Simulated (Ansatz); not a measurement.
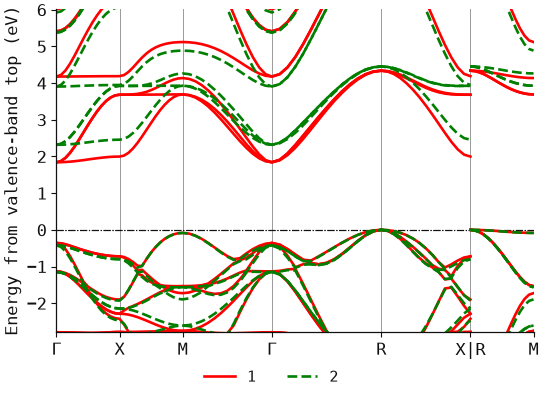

Band structures of SrTiO3, space group Pm-3m (No. 221), 5 atoms in the cell, by two methods on the same cell. Each is counted from its own valence-band top.

Which curve is which? The methods: PBE+U (4 eV), PBE.

1 is PBE; 2 is PBE+U (4 eV). PBE gives a gap of 1.84 eV along the path and PBE+U (4 eV) gives a gap of 2.32 eV along the path.

Settings. PBE: DFT PBE, scalar-relativistic, plane waves, PAW, no spin polarisation, 8×8×8 k mesh, 420 eV cutoff, Gaussian smearing of 0.02 eV (Ansatz 0.2.0). PBE+U (4 eV): DFT PBE+U, scalar-relativistic, plane waves, PAW, Ueff = 4 eV on Ti d, spin-polarised, 8×8×8 k mesh, 420 eV cutoff, Gaussian smearing of 0.02 eV (Ansatz 0.2.0).
